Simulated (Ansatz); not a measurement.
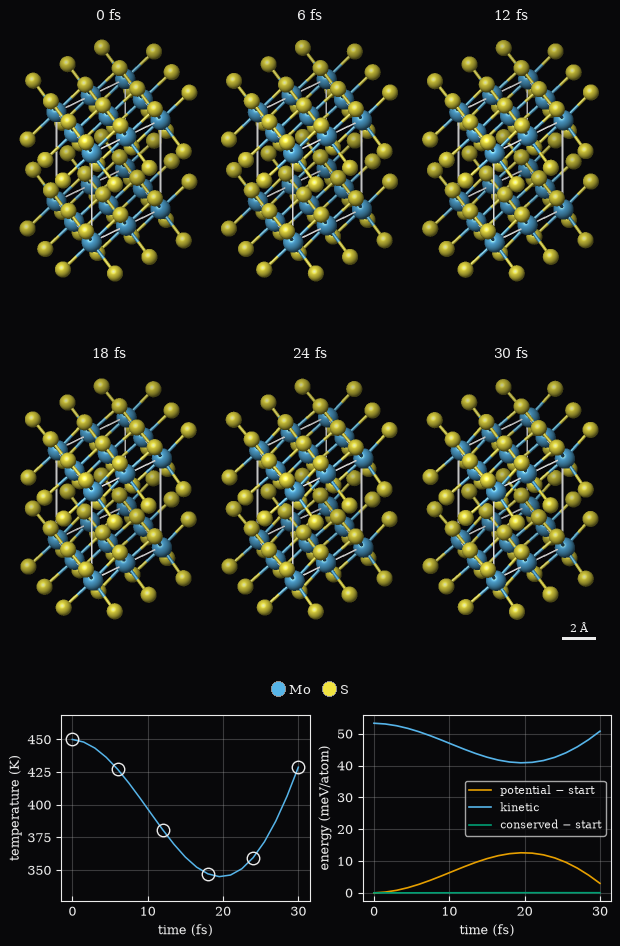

A Born-Oppenheimer molecular dynamics run of a 12-atom cell of MoS2 (built on the 1T (CdI2) bulk type), 30 fs long. Frames and the history of the run. Style: ball-and-stick. Shown: the simulation cell, from a free direction. Bonds to atoms that aren't drawn are left out.

Method: Ansatz, DFT, PBEsol, plane waves, PAW. Set-up: plane-wave cutoff 420 eV; k-point mesh 3 × 3 × 2; Fermi-Dirac smearing 0.039 eV; Nosé-Hoover thermostat (NVT); set temperature 450 K; time step 1.5 fs.

Describe the run.

In the second half of the run the atoms are, in the root-mean-square, this far from where they began (common drift taken out): Mo 0.10 Å, S 0.08 Å. The run lasts only 30 fs, too short to tell vibration from diffusion. Over the second half the temperature averages 369 K (spread ±26 K). The potential energy is still drifting at the end, so the run hasn't reached equilibrium. The potential energy in the second half lies on average 9.9 meV per atom above the first frame.

Limits of the set-up: the k-point mesh is coarse for a cell with partly filled bands; layers or molecules are held without a dispersion correction, so their spacing is unreliable.
